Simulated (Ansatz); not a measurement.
**Geometry relaxation of Ni₂Si₅ (part 2 of 3)**

The same run, continued: Ni₂Si₅ (interface cell, 28 atoms in the cell); DFT r2SCAN, scalar-relativistic, plane waves, PAW, no spin polarisation (Ansatz 0.2.0); cutoff 500 eV, 7×7×2 k-mesh, Gaussian smearing of 0.1 eV. The structure derives from a Materials Project entry. It belongs to a series of runs on one base structure; here: film shifted by (0, 0) in the plane.

### Log, continued
```
relax step  10: F+E_penalty+E_count = -59545.54687537 eV  Δ(F+E_penalty+E_count) = -1.678e-3 eV  max|allowed force component| = 4.923e-2 eV/Å  Δτ_max = 0.0210 Å  P = -1.292 GPa  Ω = 455.224 Å³  energy of the carried Pulay correction = +7.182e-3 eV  fix = [a, b, alpha, beta, gamma]  reactions: a -4.591, b +0.796 GPa; alpha -0.241, beta +0.907, gamma -0.704 GPa/rad  (8 SCF iters, dr2 threshold 4.97e-7 eV, accepted)
SCF 11 converged in 8 iterations: F = -59545.548240 eV  dr2 = 1.15e-7
relax step  11: F+E_penalty+E_count = -59545.54823986 eV  Δ(F+E_penalty+E_count) = -1.364e-3 eV  max|allowed force component| = 8.453e-3 eV/Å  Δτ_max = 0.0096 Å  P = -1.268 GPa  Ω = 454.993 Å³  energy of the carried Pulay correction = +7.252e-3 eV  fix = [a, b, alpha, beta, gamma]  reactions: a -4.617, b +0.809 GPa; alpha -0.259, beta +0.930, gamma -0.716 GPa/rad  (8 SCF iters, dr2 threshold 1.51e-7 eV, accepted)
Initial wavefunctions: pseudopotential atomic-orbital guess (no wavefunctions were taken with the density)
iter 1 solved again at ethr=4.51e-6 eV; its pass at ethr=3.10e-3 eV (dr2=1.01e-2 eV) is discarded
SCF iter   1: F=—  HF=-59545.542394 eV  |F-HF|=—  |Δ(HF+E_count)|=         —  Δρ=9.61e-5  dr2=9.69e-6  dr2_τ=1.66e-5  ethr=4.51e-6  ⟨swp⟩=3.0  Hψ=47507  notcnv=0
eigensolver tolerance schedule: the retry pair's looser diagonalisation over-reported the residual by 1040.80 of it (diagonalisation noise at an unbounded share of the residual, at the tolerance the schedule requests for it); recorded, not acted on — ethr = c·dr2/N_el stays at c = 1.0e-1
preconditioner: auto → LDOS  [metal: Δε(μ)=0.011 eV  Ē_g=7.129 eV  σ=0.100 eV  W_gap=0.06  n_scr=102 (ndim 8)  ℏωp=22.0 eV  f_vac=0.012  D(μ)=7.18/eV (n_scr^D=48)  β→1.0]
SCF iter   2: F=—  HF=-59545.542328 eV  |F-HF|=—  |Δ(HF+E_count)|=   6.58e-5  Δρ=3.69e-4  dr2=5.45e-4  dr2_τ=1.21e-6  ethr=4.33e-9  ⟨swp⟩=3.0  Hψ=18009  notcnv=0
SCF iter   3: F=—  HF=-59545.542287 eV  |F-HF|=—  |Δ(HF+E_count)|=   4.09e-5  Δρ=1.66e-4  dr2=8.49e-5  dr2_τ=4.79e-7  ethr=4.33e-9  ⟨swp⟩=3.0  Hψ=14952  notcnv=0
SCF iter   4: F=—  HF=-59545.542279 eV  |F-HF|=—  |Δ(HF+E_count)|=   8.27e-6  Δρ=9.65e-5  dr2=3.03e-5  dr2_τ=1.50e-7  ethr=4.33e-9  ⟨swp⟩=2.0  Hψ=12652  notcnv=0
SCF iter   5: F=—  HF=-59545.542277 eV  |F-HF|=—  |Δ(HF+E_count)|=   2.07e-6  Δρ=5.94e-5  dr2=1.16e-5  dr2_τ=5.87e-8  ethr=4.33e-9  ⟨swp⟩=2.0  Hψ=8741  notcnv=0
SCF iter   6: F=—  HF=-59545.542276 eV  |F-HF|=—  |Δ(HF+E_count)|=   1.21e-6  Δρ=1.53e-5  dr2=8.96e-7  dr2_τ=7.16e-9  ethr=4.33e-9  ⟨swp⟩=2.3  Hψ=9677  notcnv=0
SCF iter   7: F=—  HF=-59545.542276 eV  |F-HF|=—  |Δ(HF+E_count)|=   6.21e-8  Δρ=3.23e-6  dr2=3.31e-8  dr2_τ=4.03e-10  ethr=4.00e-10  ⟨swp⟩=2.0  Hψ=9753  notcnv=0
SCF iter   8: F=-59545.542276 eV  HF=-59545.542276 eV  |F-HF|=1.53e-9  |Δ(HF+E_count)|=  4.66e-10  Δρ=8.96e-7  dr2=2.40e-9  dr2_τ=4.56e-11  ethr=1.12e-12  ⟨swp⟩=5.8  Hψ=36947  notcnv=0
SCF 12 converged in 8 iterations: F = -59545.542276 eV  dr2 = 2.40e-9
relax step  12: F+E_penalty+E_count = -59545.54227569 eV  Δ(F+E_penalty+E_count) = +5.964e-3 eV  max|allowed force component| = 8.466e-3 eV/Å  Δτ_max = 0.0000 Å  P = -1.279 GPa  Ω = 454.993 Å³  fix = [a, b, alpha, beta, gamma]  reactions: a -4.625, b +0.802 GPa; alpha -0.259, beta +0.930, gamma -0.716 GPa/rad  stress off target by 1.31e-2 GPa on what of the cell is left free  SCF on the basis re-selected at this cell (its energy is not comparable with the rows above)  (8 SCF iters)
```

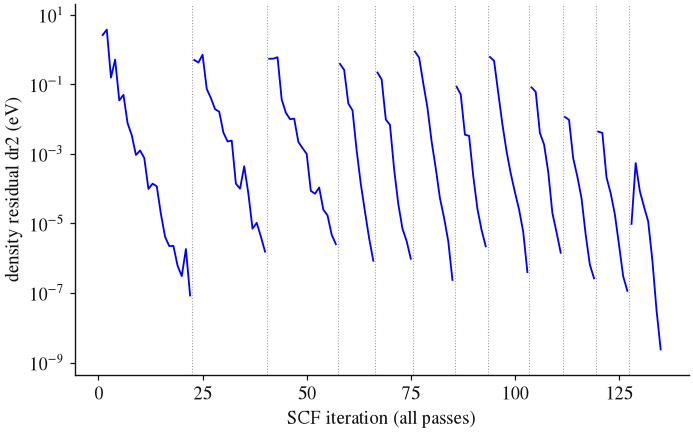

Fig. 1: Convergence of the self-consistent field: density residual dr2 against the SCF iteration. The dotted lines part the SCF passes of the relaxation: geometry steps, rejected trials and re-solves on a re-selected basis. The 12 passes take 8 to 22 iterations each, 135 in all.

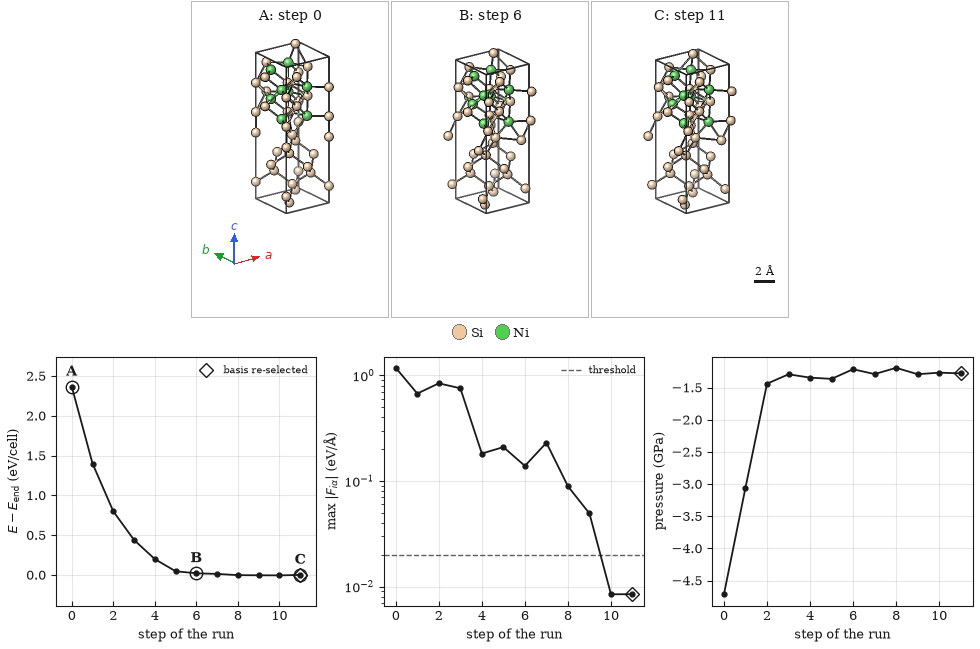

Fig. 2: Frames of the relaxation (ball-and-stick view of the cell of the calculation, with bonded neighbours outside it, seen at an oblique angle) above the curves, on which the letters mark them (the first geometry is step 0 here and step 1 in the log).

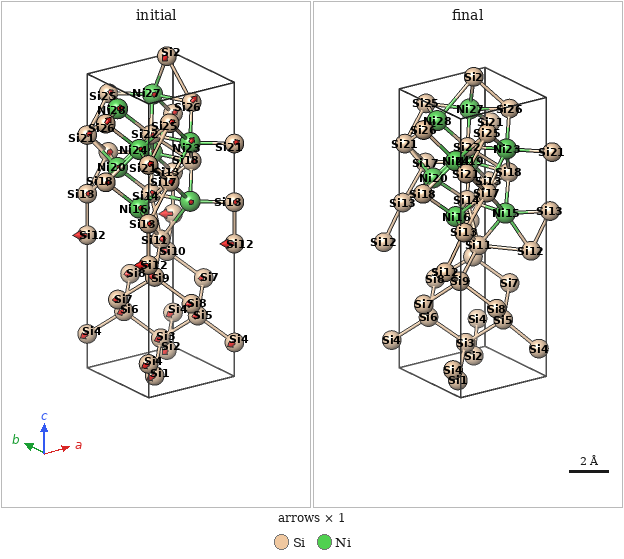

Fig. 3: Before (left) and after (right) the relaxation, at one scale (ball-and-stick view of the cell of the calculation, with bonded neighbours outside it, seen at an oblique angle). The red arrows give the displacements (without the part carried along by the change of the cell), at true length. The largest move relative to the cell is that of Si12, 0.79 Å. Largest moves by element: Si 0.79 Å, Ni 0.43 Å. The drawn cell changes as follows: a = b stay at 5.444 Å, c 16.182 → 15.354 Å (−5.1 %); the volume changes by −5.1 %. Distances before and after: Si11–Si12 3.849 → 2.757 Å, Si1–Si26 3.381 → 2.403 Å, Si12–Ni15 3.229 → 2.378 Å, Si2–Ni28 3.809 → 2.996 Å. New bonds form: Si12–Ni15 (3.23 → 2.38 Å), Si1–Si26 (3.38 → 2.40 Å). Among the angles that change: Si12–Si13–Ni15 90.0° → 61.8°, Si1–Si25–Ni27 109.1° → 136.4°, Si9–Si12–Si13 125.3° → 104.3°. After 10 geometry steps the energy has fallen by 2.371 eV per cell of the calculation. Largest force component: 1.2 eV/Å at the start, 0.0085 eV/Å at the end. The pressure goes from −4.71 to −1.28 GPa. A last SCF at the same geometry on a re-selected plane-wave basis shifts the energy by +6.0 meV per cell of the calculation. (Atoms are counted from 1 in the order of the input.)

```
basis re-selected at this cell: Δ(F+E_penalty+E_count) = +5.964e-3 eV, ΔP = -0.010 GPa vs the last step (what re-selecting the basis moved, of the pressure what is left beyond the Pulay correction that the steps carried, after the strain that the cell walked since its last selection, with what the two solves' SCF thresholds leave and, on support functions, any second-order correction that the steps lacked; it is no measure of the basis error at this ecutwfc). This SCF's stress stands 1.31e-2 GPa from its target on what of the cell is left free (relax.cell.stress_tol is 1.50e-1 GPa) and its largest allowed force component is 8.47e-3 eV/Å (relax.f_tol is 2.00e-2 eV/Å): within both
SCF converged after 8 iterations
Free energy (F): -59545.542276 eV
Harris-Foulkes:  -59545.542276 eV  (|F-HF|=1.53e-9)
Internal energy: -59545.506386 eV  (E = F + TS)
E sigma→0 (E₀):  -59545.524331 eV
Entropy (-TS):   -0.035890 eV (-1.282 meV/atom)
Fermi energy:    9.401068 eV
--- Per-component energies (eV) ---
  E_band       = -3503.898207
  E_kinetic    = 3101.764090
  E_local      = -90079.109124  (includes V_loc(G=0)·N_el)
  E_nonlocal   = 5615.121730
  E_hartree    = 42125.412773
  E_xc         = -1671.474238
  E_vxc        = -1952.739897  (∫ρ·V_xc dr)
  E_paw        = -23551.257749  (= ΣΔE_a)
  E_vpaw       = -4552.542988  (= ΣTr[D̂ρ^β])
  E_aug_tail   = 0.002003  (compensation charges beyond the density's cutoff)
  E_vtau       = 112.777594  (kinetic-family band-sum trace: ∫τ·v_τ [+ j·A + Jᵃ·Aᵃ] dr)
  E_ewald      = 4917.963337
  E_core_change = -3.929208  (= ΣΔE_core)
  E_smearing   = -0.035890  (= −TS)
  E_closure    = -0.000000  (closes the sum)
  Σ components = -59545.542276   (vs F -59545.542276, Δ=0.00e0)
--- Forces (eV/Å), atoms counted from 1 ---
  atom   1  Si    -0.00076909     0.00090808    -0.00001928
  atom   2  Si     0.00008266     0.00133854    -0.00339170
  atom   3  Si    -0.00222957    -0.00223322     0.00090868
  atom   4  Si     0.00248800    -0.00159238    -0.00002512
  atom   5  Si    -0.00371622     0.00340327    -0.00051547
  atom   6  Si     0.00185209    -0.00363408     0.00035433
  atom   7  Si     0.00846627     0.00213983    -0.00472734
  atom   8  Si    -0.00481939     0.00018661    -0.00144888
  atom   9  Si    -0.00122385     0.00493433    -0.00382144
  atom  10  Si    -0.00001099    -0.00495584    -0.00632933
  atom  11  Si    -0.00306789     0.00328016     0.00352194
  atom  12  Si    -0.00362446    -0.00447233     0.00836239
  atom  13  Si    -0.00695192     0.00321224     0.00550948
  atom  14  Si     0.00238806     0.00402266     0.00091044
  atom  15  Ni     0.00242772    -0.00376495     0.00003873
  atom  16  Ni     0.00634761    -0.00619853    -0.00636719
  atom  17  Si     0.00067264    -0.00141301     0.00327698
  atom  18  Si    -0.00004775     0.00217320     0.00088971
  atom  19  Ni    -0.00029380    -0.00629600    -0.00298491
  atom  20  Ni    -0.00072177     0.00105059    -0.00209567
  atom  21  Si     0.00008684     0.00182123     0.00026914
  atom  22  Si     0.00120741     0.00033533    -0.00219858
  atom  23  Ni    -0.00033610    -0.00070348     0.00116406
  atom  24  Ni    -0.00197693     0.00087809     0.00050390
  atom  25  Si    -0.00034638    -0.00148784     0.00043111
  atom  26  Si     0.00604507     0.00437869     0.00507519
  atom  27  Ni     0.00011929     0.00071699     0.00510023
  atom  28  Ni    -0.00204597     0.00196194    -0.00238416
  max |Σ_I F_I| component: 9.87e-6 eV/Å
--- Stress (GPa, compression-positive) ---
       -4.625416       0.715842      -0.929840
        0.715843       0.801631       0.259196
       -0.929840       0.259196      -0.013122
  P = ⅓ Tr σ = -1.2790 GPa (-12.790 kbar)
--- Band table (eV; the first three rows and the last of 50) ---
  k-point 0: bands = ["-98.1735", "-98.1696", "-98.0979", "-98.0752", "-98.0229", "-97.9395", "-97.6298", "-97.5303", "-57.1449", "-57.1384", "-57.1178", "-57.0975", "-57.0832", "-57.0768", "-57.0671", "-57.0602", "-57.0431", "-57.0193", "-57.0039", "-56.9835", "-56.9734", "-56.9508", "-56.9162", "-56.8894", "-56.8853", "-56.7255", "-56.6834", "-56.5868", "-56.5767", "-56.5008", "-56.4058", "-56.3300", "-3.8174", "-3.0666", "-2.7915", "-1.3880", "-1.0739", "-0.3521", "0.2432", "0.7008", "0.9190", "0.9754", "1.0124", "1.0241", "1.0596", "1.1488", "1.4045", "1.6581", "1.8094", "2.2980", "2.9578", "3.2936", "3.5957", "3.8076", "4.2167", "4.3778", "4.6184", "4.7882", "4.8471", "4.9110", "5.0015", "5.1642", "5.1889", "5.2426", "5.2878", "5.3900", "5.4627", "5.5525", "5.6647", "5.7225", "5.8322", "5.8775", "5.9691", "6.0517", "6.1019", "6.2028", "6.2419", "6.2992", "6.3467", "6.4240", "6.4548", "6.5635", "6.5886", "6.6617", "6.7120", "6.8272", "6.8681", "6.9211", "6.9567", "6.9882", "7.1037", "7.1792", "7.2190", "7.2470", "7.3930", "7.4128", "7.4756", "7.5179", "7.5964", "7.6581", "7.6873", "7.7879", "7.8564", "7.9295", "8.0489", "8.1483", "8.2535", "8.4129", "8.6341", "8.7202", "8.8659", "9.0791", "9.3291", "9.4168", "9.7477", "9.8074", "9.9626", "10.1255", "10.3673", "10.4826", "10.5419", "10.6792", "10.8878", "11.0596", "11.1627", "11.4266", "11.7072", "11.8726", "12.2120", "12.3628", "12.4565", "12.5187", "12.7573", "12.8242", "12.9332", "13.0317", "13.2318", "13.4172", "13.4648", "13.6285"]
  k-point 1: bands = ["-98.1735", "-98.1696", "-98.0979", "-98.0752", "-98.0229", "-97.9395", "-97.6298", "-97.5303", "-57.1449", "-57.1384", "-57.1178", "-57.0975", "-57.0832", "-57.0768", "-57.0671", "-57.0602", "-57.0431", "-57.0193", "-57.0039", "-56.9835", "-56.9734", "-56.9507", "-56.9162", "-56.8894", "-56.8853", "-56.7255", "-56.6834", "-56.5868", "-56.5767", "-56.5008", "-56.4058", "-56.3300", "-3.7990", "-3.2395", "-2.2885", "-2.1439", "-0.3938", "-0.0791", "0.0482", "0.2823", "0.7436", "0.9208", "0.9938", "1.0184", "1.0706", "1.1059", "1.3594", "1.6503", "2.2555", "2.6261", "2.9460", "3.0308", "3.6492", "3.7871", "4.0355", "4.2957", "4.6048", "4.7519", "4.8480", "4.9420", "5.0394", "5.1379", "5.1906", "5.2356", "5.2611", "5.3923", "5.5159", "5.6324", "5.7115", "5.7428", "5.8022", "5.8307", "5.9845", "6.0804", "6.0968", "6.1708", "6.2392", "6.3036", "6.3568", "6.3984", "6.4733", "6.5422", "6.6237", "6.7135", "6.7653", "6.7853", "6.8750", "6.9409", "6.9891", "7.0721", "7.0967", "7.1700", "7.1873", "7.2504", "7.3438", "7.4376", "7.4551", "7.5157", "7.5649", "7.6256", "7.6785", "7.7694", "7.8400", "8.0416", "8.1290", "8.1430", "8.2963", "8.4028", "8.4587", "8.6854", "8.7241", "8.9302", "9.1894", "9.4850", "9.8196", "9.9944", "10.0636", "10.2305", "10.4075", "10.4654", "10.8344", "10.8855", "11.0019", "11.1122", "11.1846", "11.4062", "11.5887", "11.6674", "11.7676", "11.9935", "12.1363", "12.3194", "12.4656", "12.5759", "12.9832", "13.2787", "13.4844", "13.8149", "13.9753", "14.0989"]
  k-point 2: bands = ["-98.1735", "-98.1696", "-98.0979", "-98.0752", "-98.0229", "-97.9395", "-97.6298", "-97.5303", "-57.1448", "-57.1384", "-57.1178", "-57.0975", "-57.0832", "-57.0768", "-57.0671", "-57.0602", "-57.0431", "-57.0193", "-57.0039", "-56.9836", "-56.9734", "-56.9508", "-56.9162", "-56.8894", "-56.8853", "-56.7255", "-56.6834", "-56.5868", "-56.5767", "-56.5008", "-56.4058", "-56.3300", "-3.7179", "-2.9752", "-2.7055", "-1.3172", "-1.0296", "-0.6884", "-0.0816", "0.0481", "0.5891", "0.7821", "1.0329", "1.1259", "1.3477", "1.4416", "1.6842", "1.8171", "2.0326", "2.3741", "2.8625", "3.5671", "3.6696", "3.8216", "4.1131", "4.3453", "4.6119", "4.6965", "4.7721", "4.9130", "4.9889", "5.1004", "5.1759", "5.2316", "5.3571", "5.4314", "5.5429", "5.5691", "5.6683", "5.7384", "5.7750", "5.8799", "5.9590", "6.0479", "6.0953", "6.1574", "6.2154", "6.2686", "6.2773", "6.3306", "6.4390", "6.5201", "6.5692", "6.6525", "6.7256", "6.7777", "6.8351", "6.8544", "6.9224", "7.0299", "7.0846", "7.1273", "7.1912", "7.2336", "7.3057", "7.3830", "7.4694", "7.5394", "7.5735", "7.6427", "7.6813", "7.7089", "7.8873", "7.9183", "8.0407", "8.1350", "8.2835", "8.4113", "8.4744", "8.6634", "8.8236", "8.9317", "9.2270", "9.4581", "9.7575", "9.9909", "10.1145", "10.4433", "10.6616", "10.7246", "10.8390", "11.0050", "11.1468", "11.3819", "11.4742", "11.7645", "11.7843", "11.9017", "12.0475", "12.2059", "12.3642", "12.5041", "12.6848", "12.7907", "13.0333", "13.2311", "13.4224", "13.6110", "13.7282", "14.0311"]
```
